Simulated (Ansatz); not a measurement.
**Geometry relaxation of Mg₈O₉ (part 2 of 3)**

Continued. System: Mg₈O₉ (defect cell, 17 atoms in the cell). Method: DFT LDA, scalar-relativistic, plane waves, PAW, PAW set soft_1, spin-polarised (Ansatz 0.2.0); cutoff 420 eV, 2×2×2 k-mesh, Fermi–Dirac smearing of 0.05 eV, collinear spins. The structure derives from an entry of the Crystallography Open Database. It belongs to a series of runs on one base structure; here: start relaxed.

Geometry of the input (Å; fractional positions):
```
0.0000  3.8990  3.8990
3.8990  0.0000  3.8990
3.8990  3.8990  0.0000
Mg 0.0000  0.0000  0.0000
O  0.2500  0.2500  0.2500
Mg 0.0000  0.0000  0.5000
O  0.2500  0.2500  0.7500
Mg 0.0000  0.5000  0.0000
O  0.2500  0.7500  0.2500
Mg 0.0000  0.5000  0.5000
O  0.2500  0.7500  0.7500
Mg 0.5000  0.0000  0.0000
O  0.7500  0.2500  0.2500
Mg 0.5000  0.0000  0.5000
O  0.7500  0.2500  0.7500
Mg 0.5000  0.5000  0.0000
O  0.7500  0.7500  0.2500
Mg 0.5000  0.5000  0.5000
O  0.7500  0.7500  0.7500
O  0.8718  0.3811  0.8832
```

Output, continued
```
relax step   9: F+E_penalty+E_count = -20220.62528617 eV  Δ(F+E_penalty+E_count) = -5.222e-1 eV  max|allowed force component| = 1.602e0 eV/Å  Δτ_max = 0.1463 Å  (8 SCF iters, dr2 threshold 1.00e-4 eV, accepted)
preconditioner: auto → Resta (q_TF=auto, 2.785 Å⁻¹)  ε∞=3.4  [insulator: Δε(μ)=3.765 eV  Ē_g=18.366 eV  σ=0.050 eV  W_gap=1.00  n_scr=50 (ndim 8)  ℏωp=28.5 eV  f_vac=0.000  D(μ)=0.00/eV (n_scr^D=0)  ε∞_Penn≈3.4]
spin=Collinear: Resta preconditioning applied to the charge; magnetization (m = ρ↑ − ρ↓) channel mixes plain (no charge-response kernel on spin).
the starting moments were not kept: the SCF closed with an absolute magnetisation of 9.5e-5 μB, where they sum to 1 μB in size (1 site). That is at most 0.1 of that sum. Measured as dr2_m measures the in/out step, that magnetisation stands 4.1e-9 eV from none, at or under the dr2_threshold of 1.0e-4 eV: it is no larger than a step whose dr2_m would equal this threshold.
relax step  10: F+E_penalty+E_count = -20221.14568226 eV  Δ(F+E_penalty+E_count) = -5.204e-1 eV  max|allowed force component| = 1.198e0 eV/Å  Δτ_max = 0.1907 Å  (7 SCF iters, dr2 threshold 1.00e-4 eV, accepted)
preconditioner: auto → Resta (q_TF=auto, 2.785 Å⁻¹)  ε∞=3.4  [insulator: Δε(μ)=4.999 eV  Ē_g=18.483 eV  σ=0.050 eV  W_gap=1.00  n_scr=50 (ndim 8)  ℏωp=28.5 eV  f_vac=0.000  D(μ)=0.00/eV (n_scr^D=0)  ε∞_Penn≈3.4]
spin=Collinear: Resta preconditioning applied to the charge; magnetization (m = ρ↑ − ρ↓) channel mixes plain (no charge-response kernel on spin).
the starting moments were not kept: the SCF closed with an absolute magnetisation of 2.4e-5 μB, where they sum to 1 μB in size (1 site). That is at most 0.1 of that sum. Measured as dr2_m measures the in/out step, that magnetisation stands 3.0e-10 eV from none, at or under the dr2_threshold of 1.0e-4 eV: it is no larger than a step whose dr2_m would equal this threshold.
relax step  11: F+E_penalty+E_count = -20221.82685258 eV  Δ(F+E_penalty+E_count) = -6.812e-1 eV  max|allowed force component| = 1.536e0 eV/Å  Δτ_max = 0.2000 Å  (7 SCF iters, dr2 threshold 1.00e-4 eV, accepted)
preconditioner: auto → Resta (q_TF=auto, 2.785 Å⁻¹)  ε∞=3.4  [insulator: Δε(μ)=5.880 eV  Ē_g=18.608 eV  σ=0.050 eV  W_gap=1.00  n_scr=50 (ndim 8)  ℏωp=28.5 eV  f_vac=0.000  D(μ)=0.00/eV (n_scr^D=0)  ε∞_Penn≈3.4]
spin=Collinear: Resta preconditioning applied to the charge; magnetization (m = ρ↑ − ρ↓) channel mixes plain (no charge-response kernel on spin).
the starting moments were not kept: the SCF closed with an absolute magnetisation of 6.8e-5 μB, where they sum to 1 μB in size (1 site). That is at most 0.1 of that sum. Measured as dr2_m measures the in/out step, that magnetisation stands 1.3e-9 eV from none, at or under the dr2_threshold of 1.0e-4 eV: it is no larger than a step whose dr2_m would equal this threshold.
  greatest PAW one-centre occupation: 1.002 electrons in one spin orbital (limit 2), on the Mg atom at site 12 (counted from 0), in its partial waves of l = 1
relax step  12: F+E_penalty+E_count = -20222.40374199 eV  Δ(F+E_penalty+E_count) = -5.769e-1 eV  max|allowed force component| = 9.844e-1 eV/Å  Δτ_max = 0.2000 Å  (6 SCF iters, dr2 threshold 1.00e-4 eV, accepted)
preconditioner: auto → Resta (q_TF=auto, 2.785 Å⁻¹)  ε∞=3.3  [insulator: Δε(μ)=5.965 eV  Ē_g=18.682 eV  σ=0.050 eV  W_gap=1.00  n_scr=50 (ndim 8)  ℏωp=28.5 eV  f_vac=0.000  D(μ)=0.00/eV (n_scr^D=0)  ε∞_Penn≈3.3]
spin=Collinear: Resta preconditioning applied to the charge; magnetization (m = ρ↑ − ρ↓) channel mixes plain (no charge-response kernel on spin).
the starting moments were not kept: the SCF closed with an absolute magnetisation of 6.3e-5 μB, where they sum to 1 μB in size (1 site). That is at most 0.1 of that sum. Measured as dr2_m measures the in/out step, that magnetisation stands 1.4e-9 eV from none, at or under the dr2_threshold of 1.0e-4 eV: it is no larger than a step whose dr2_m would equal this threshold.
  greatest PAW one-centre occupation: 1.002 electrons in one spin orbital (limit 2), on the Mg atom at site 2 (counted from 0), in its partial waves of l = 1
relax step  13: F+E_penalty+E_count = -20222.77635093 eV  Δ(F+E_penalty+E_count) = -3.726e-1 eV  max|allowed force component| = 1.855e-1 eV/Å  Δτ_max = 0.2000 Å  (6 SCF iters, dr2 threshold 1.00e-4 eV, accepted)
preconditioner: auto → Resta (q_TF=auto, 2.785 Å⁻¹)  ε∞=3.3  [insulator: Δε(μ)=5.766 eV  Ē_g=18.662 eV  σ=0.050 eV  W_gap=1.00  n_scr=50 (ndim 8)  ℏωp=28.5 eV  f_vac=0.000  D(μ)=0.00/eV (n_scr^D=0)  ε∞_Penn≈3.3]
spin=Collinear: Resta preconditioning applied to the charge; magnetization (m = ρ↑ − ρ↓) channel mixes plain (no charge-response kernel on spin).
the starting moments were not kept: the SCF closed with an absolute magnetisation of 9.2e-7 μB, where they sum to 1 μB in size (1 site). That is at most 0.1 of that sum. Measured as dr2_m measures the in/out step, that magnetisation stands 4.5e-13 eV from none, at or under the dr2_threshold of 1.0e-7 eV: it is no larger than a step whose dr2_m would equal this threshold.
relax step  14: F+E_penalty+E_count = -20222.77930989 eV  Δ(F+E_penalty+E_count) = -2.959e-3 eV  max|allowed force component| = 1.703e-2 eV/Å  Δτ_max = 0.0158 Å  (7 SCF iters, accepted)
```

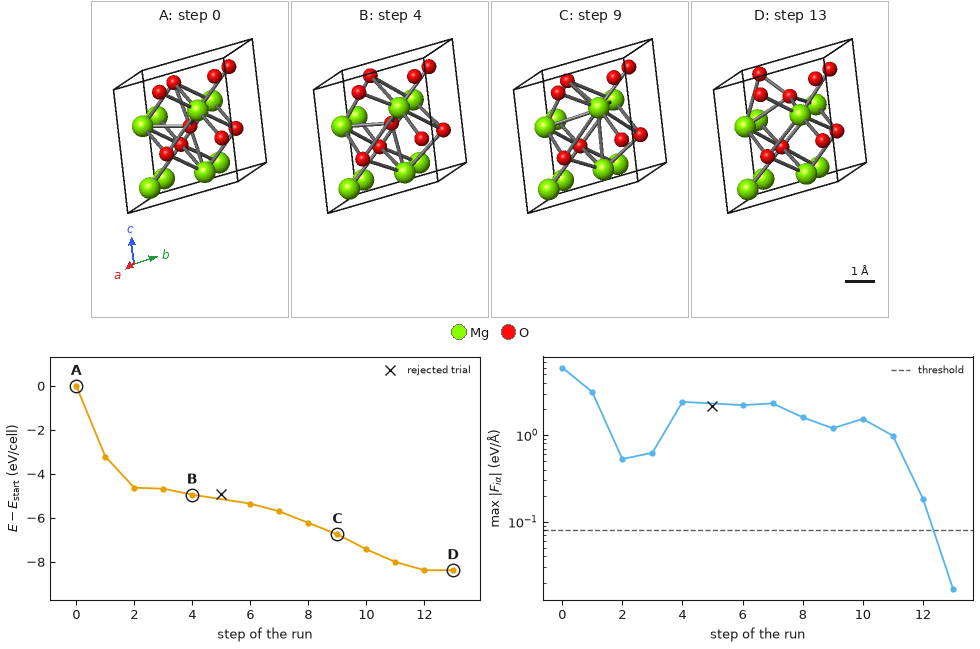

Fig. 1: Frames of the relaxation (ball-and-stick view of the cell of the calculation (origin shifted), seen slightly off an axis) above the curves, on which the letters mark them (the first geometry is step 0 here and step 1 in the log).

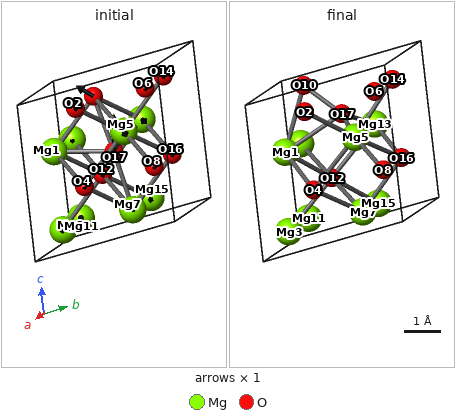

Fig. 2: Before (left) and after (right) the relaxation, at one scale (ball-and-stick view of the cell of the calculation (origin shifted), seen slightly off an axis). The black arrows give the displacements, at true length. O17 moves most: 1.07 Å. By element the largest moves are O 1.07 Å, Mg 0.23 Å. The cell stays as it was. Distances before and after: Mg15–O17 3.180 → 1.973 Å, Mg7–O17 1.726 → 2.831 Å, O10–Mg13 1.949 → 2.626 Å, Mg5–O10 1.950 → 2.625 Å. New bonds form: Mg15–O17 (3.18 → 1.97 Å). Bonds break: Mg5–O10 (1.95 → 2.62 Å), Mg7–O17 (1.73 → 2.83 Å), O10–Mg13 (1.95 → 2.63 Å). Among the angles that change: Mg15–O10–O17 123.8° → 70.2°, O10–O17–Mg13 71.7° → 118.1°, Mg5–O17–O10 72.7° → 118.0°. The energy falls by 8.375 eV per cell of the calculation in 13 geometry steps. Largest force component: 6 eV/Å at the start, 0.017 eV/Å at the end. The line search rejected the trial step at point 5 (counted from 0) and went back. (Atoms are counted from 1 in the order of the input.)

```
NSCF: frozen V_eff on 8 k-points
the band table was solved once a step of the walk had ended and its energy, with any forces and stress, was formed, with the checks that follow a solve (6420 applications of the Hamiltonian). They found nothing against the state; the energy, forces and stress were not computed again (output.eigenvalues in the input reference)
Magnetization: 0.0000 μB (67.0000 up, 67.0000 down)
Absolute magnetization: 0.0000 μB (∫|ρ↑−ρ↓|, with the PAW one-centre terms)
Spin contamination: 0.0000 ħ² per cell (⟨S²⟩ above its minimum at these occupations)
Per-site moments (μB) at R_I (Å): [(-4.289435058056719e-9, 0.8051032696744941), (-2.4887737365638444e-8, 0.7956207042745733), (9.707739021130225e-10, 0.7081342041901326), (-7.466098385692637e-10, 0.8042593943169641), (-1.6169175673597956e-9, 0.7082470938550721), (1.521153540295964e-8, 0.8043021505221227), (-4.755213623925886e-10, 0.788504814392685), (-1.731906374548096e-9, 0.7359028939563632), (-5.045946244174543e-10, 0.7884968235460363), (-7.983545791378778e-8, 0.5512273269343615), (1.4246501630524329e-9, 0.7082256156209679), (7.877509239086565e-9, 0.8042011435218549), (-1.7689253631137248e-9, 0.7081523899436103), (5.543073067787516e-9, 0.8042352056865131), (-4.27595263722001e-9, 0.8049548007071752), (1.0835309812326348e-8, 0.7884968235460363), (1.6859117027914364e-7, 0.5512273269343615)]
Free energy (F): -20222.779310 eV
Harris-Foulkes:  -20222.779310 eV  (|F-HF|=4.34e-9)
Internal energy: -20222.779310 eV  (E = F + TS)
E sigma→0 (E₀):  -20222.779310 eV
Fermi energy:    15.964970 eV
--- Per-component energies (eV) ---
[...]
  E_band       = -1853.339752
  E_kinetic    = 2196.239454
  E_local      = -12449.173557  (includes V_loc(G=0)·N_el)
  E_nonlocal   = 2060.358145
  E_hartree    = 4105.366598
  E_xc         = -890.014644
  E_vxc        = -1148.581285  (∫ρ·V_xc dr)
  E_paw        = -3596.162120  (= ΣΔE_a)
  E_vpaw       = -722.919782  (= ΣTr[D̂ρ^β])
  E_aug_tail   = 0.005342  (compensation charges beyond the density's cutoff)
  E_ewald      = -11651.474656
  E_core_change = 2.076128  (= ΣΔE_core)
  E_smearing   = -0.000000  (= −TS)
  E_closure    = -0.000000  (closes the sum)
  Σ components = -20222.779310   (vs F -20222.779310, Δ=0.00e0)
--- Forces (eV/Å), atoms counted from 1 ---
  atom   1  Mg     0.01702592     0.00045255    -0.00277807
  atom   2  O     -0.00030395     0.00239357    -0.00224543
  atom   3  Mg     0.00141167    -0.00910075    -0.00076200
  atom   4  O     -0.00049832     0.00105630    -0.00504770
  atom   5  Mg     0.00081670     0.00517629    -0.00186801
  atom   6  O      0.00210424    -0.00526597     0.00396220
  atom   7  Mg    -0.00663627    -0.00194266     0.00279451
  atom   8  O      0.00239257     0.01232941    -0.00386503
  atom   9  Mg     0.00266847    -0.00132449    -0.00189895
  atom  10  O     -0.00111316     0.00284463    -0.00804208
  atom  11  Mg     0.00348723     0.00085472     0.01233497
  atom  12  O     -0.00604118     0.00312993    -0.00436308
  atom  13  Mg    -0.00005211     0.01014722    -0.00374788
  atom  14  O     -0.00584984    -0.00755988     0.00419287
  atom  15  Mg    -0.01051024    -0.00345910     0.00051972
  atom  16  O      0.00079229    -0.01439045     0.00480437
  atom  17  O      0.00030527     0.00469764     0.00597225
  max |Σ_I F_I| component: 3.90e-5 eV/Å
--- Band table (eV; the first three rows and the last of 16) ---
  k-point 0 ↑: bands = ["-59.5206", "-59.5179", "-59.0077", "-58.9864", "-58.9850", "-58.9812", "-58.9771", "-58.9668", "-27.1059", "-27.0668", "-26.9863", "-26.9712", "-26.9627", "-26.9492", "-26.6420", "-26.6013", "-26.5921", "-26.5476", "-26.5024", "-26.4922", "-26.4886", "-26.4624", "-26.4590", "-26.4224", "-26.4024", "-26.3934", "-26.3869", "-26.3852", "-26.3738", "-26.3696", "-26.3690", "-26.3630", "-11.3883", "-6.5956", "-5.2555", "-4.6505", "-4.4301", "-4.4161", "-4.1660", "-4.0283", "-2.7670", "4.3155", "4.3893", "5.6383", "5.7857", "5.8490", "5.9448", "6.1969", "8.5857", "8.6060", "9.1808", "9.4850", "9.7316", "9.9128", "9.9344", "10.0881", "10.1523", "10.7701", "10.8032", "10.8190", "10.8396", "10.8673", "11.0234", "11.1449", "11.5303", "11.5448", "11.6360", "18.8471", "20.1132", "20.2979", "20.4628", "20.5198", "20.6356", "20.8786", "23.2143", "23.6730", "24.5415", "25.5269", "26.0775", "26.3233", "26.4394", "26.5293", "26.6027", "26.8585", "28.0185"]
  k-point 1 ↑: bands = ["-59.5205", "-59.5178", "-59.0011", "-58.9934", "-58.9822", "-58.9799", "-58.9789", "-58.9690", "-27.0829", "-27.0700", "-26.9759", "-26.9728", "-26.9459", "-26.9420", "-26.6409", "-26.6096", "-26.5448", "-26.5165", "-26.5022", "-26.4725", "-26.4679", "-26.4645", "-26.4639", "-26.4455", "-26.4412", "-26.4286", "-26.4029", "-26.3974", "-26.3831", "-26.3808", "-26.3781", "-26.3729", "-11.3360", "-6.3555", "-5.4608", "-5.1137", "-4.5646", "-4.3215", "-4.3177", "-4.3166", "-1.6592", "3.9387", "4.9714", "5.1312", "6.3710", "6.5050", "6.7649", "7.3335", "7.8281", "8.4560", "8.7692", "8.9280", "8.9853", "9.0632", "9.2684", "9.4062", "9.7972", "9.9186", "10.4233", "10.4242", "10.8702", "10.9553", "11.0263", "11.1132", "11.8481", "12.1757", "12.2628", "19.2552", "20.7516", "20.8352", "21.9050", "22.0758", "22.2918", "22.7041", "23.7818", "24.4650", "24.7934", "24.8550", "24.9753", "25.1377", "25.1518", "25.5197", "26.5018", "26.5891", "27.4999"]
  k-point 2 ↑: bands = ["-59.5205", "-59.5178", "-59.0011", "-58.9934", "-58.9823", "-58.9798", "-58.9789", "-58.9690", "-27.0829", "-27.0700", "-26.9759", "-26.9728", "-26.9459", "-26.9420", "-26.6409", "-26.6096", "-26.5448", "-26.5165", "-26.5021", "-26.4725", "-26.4679", "-26.4647", "-26.4637", "-26.4455", "-26.4412", "-26.4287", "-26.4029", "-26.3974", "-26.3831", "-26.3809", "-26.3780", "-26.3729", "-11.3360", "-6.3554", "-5.4608", "-5.1136", "-4.5646", "-4.3217", "-4.3176", "-4.3167", "-1.6594", "3.9390", "4.9712", "5.1312", "6.3711", "6.5051", "6.7648", "7.3332", "7.8281", "8.4560", "8.7693", "8.9280", "8.9854", "9.0636", "9.2685", "9.4062", "9.7973", "9.9186", "10.4234", "10.4243", "10.8704", "10.9552", "11.0259", "11.1136", "11.8473", "12.1762", "12.2617", "19.2555", "20.7518", "20.8350", "21.9051", "22.0758", "22.2922", "22.7044", "23.7808", "24.4663", "24.7934", "24.8547", "24.9753", "25.1371", "25.1516", "25.5201", "26.5010", "26.5900", "27.5015"]
  k-point 7 ↓: bands = ["-59.5205", "-59.5178", "-59.0010", "-58.9910", "-58.9843", "-58.9823", "-58.9772", "-58.9689", "-27.0825", "-27.0698", "-26.9698", "-26.9665", "-26.9520", "-26.9485", "-26.6168", "-26.5648", "-26.5596", "-26.5494", "-26.5092", "-26.4721", "-26.4683", "-26.4646", "-26.4633", "-26.4529", "-26.4471", "-26.4294", "-26.4060", "-26.3992", "-26.3849", "-26.3813", "-26.3766", "-26.3688", "-11.3467", "-6.3155", "-5.1859", "-5.1523", "-4.5579", "-4.4609", "-4.3259", "-4.1164", "-2.4853", "4.8054", "5.4722", "5.7030", "6.2678", "6.3888", "6.8624", "7.0382", "7.8651", "8.4687", "8.7704", "8.8043", "9.1920", "9.3522", "9.4304", "9.4520", "9.5658", "9.6978", "9.8428", "10.1586", "10.5250", "10.9059", "10.9689", "11.1584", "11.2056", "11.2750", "12.7952", "20.6245", "20.6408", "21.2552", "21.9792", "22.0929", "22.1246", "22.2411", "24.7814", "24.8556", "24.8565", "24.8932", "24.9607", "25.0571", "25.9679", "26.1154", "26.3718", "26.7388", "26.9648"]
--- Relaxed structure (14 steps of the walk, 13 accepted, 0 SCFs on fresh bases) ---
  F+E_penalty+E_count = -20222.77930989 eV   max|allowed force component| = 1.703e-2 eV/Å
  atoms:
    - { symbol: Mg, position: [-0.004730149758975207, 0.01963025590495244, -0.009678876268622086] }
    - { symbol: O, position: [0.25715832808016215, 0.25777536664202816, 0.2283801310720991] }
    - { symbol: Mg, position: [0.0319368601070901, -0.009869628052367931, 0.4959815733234876] }
    - { symbol: O, position: [0.2572179596561698, 0.2576956770584651, 0.7284260772098243] }
    - { symbol: Mg, position: [0.031825628898390856, 0.5253419580466674, -0.03918543856705686] }
    - { symbol: O, position: [0.25719511454176336, 0.7576540774524853, 0.2284568227562932] }
    - { symbol: Mg, position: [0.002303818115388656, 0.5125590218799523, 0.48338024428159204] }
    - { symbol: O, position: [0.2570798961473314, 0.7577803710773962, 0.7283367932776731] }
    - { symbol: Mg, position: [0.512069830573151, 0.0028582680089834778, -0.026402402671960618] }
    - { symbol: O, position: [0.7571774868015435, 0.13653635201952047, 0.3495755399342512] }
    - { symbol: Mg, position: [0.4824266432943496, -0.009959660573784529, 0.4960453221282783] }
    - { symbol: O, position: [0.7571390712528794, 0.2577983751377826, 0.7284082888522361] }
    - { symbol: Mg, position: [0.4823247371461511, 0.5254763918090694, -0.039293404721756575] }
    - { symbol: O, position: [0.7571666517376454, 0.7576302485630932, 0.22857092708023985] }
    - { symbol: Mg, position: [0.5191583970168453, 0.49568540276215123, 0.46647808055031004] }
    - { symbol: O, position: [0.7572198214281036, 0.7576695038859247, 0.7285305477329016] }
    - { symbol: O, position: [0.7570820049620093, 0.3788500183776802, 1.1071942740302085] }
```

Trajectory as extended XYZ (Å, eV, eV/Å), 14 frames, from step=1 to step=14
```
17
Lattice="0.0000 3.8990 3.8990 3.8990 0.0000 3.8990 3.8990 3.8990 0.0000" Properties=species:S:1:pos:R:3:forces:R:3 step=1 energy=-20214.40414
Mg    0.0000    0.0000    0.0000   -2.3909   1.8843  -2.1253
O     1.9495    1.9495    1.9495   -0.0006   0.0067   0.0028
Mg    1.9495    1.9495    0.0000    0.2223   0.0437   0.0112
O     3.8990    3.8990    1.9495   -5.9948   5.1450   5.1797
Mg    1.9495    0.0000    1.9495    3.2324   3.5418   3.6145
O     3.8990    1.9495    3.8990   -0.0064  -0.0026  -0.0022
Mg    3.8990    1.9495    1.9495   -2.2177  -2.0126   1.7794
O     5.8485    3.8990    3.8990   -0.0008   0.0017   0.0078
Mg    0.0000    1.9495    1.9495   -0.0221  -0.1337   0.2480
O     1.9495    3.8990    3.8990    5.3319   5.4813  -5.9169
Mg    1.9495    3.8990    1.9495    0.0935  -0.0231  -0.0561
O     3.8990    5.8485    3.8990   -5.8998  -5.5447  -5.4938
Mg    1.9495    1.9495    3.8990    2.4131  -3.0295  -2.9661
O     3.8990    3.8990    5.8485    0.0049   0.0023   0.0027
Mg    3.8990    3.8990    3.8990    0.0166   0.2429  -0.1279
O     5.8485    5.8485    5.8485    5.3324  -5.9576   5.5078
O     4.9296    6.8426    4.8849   -0.1136   0.3541   0.3345
```
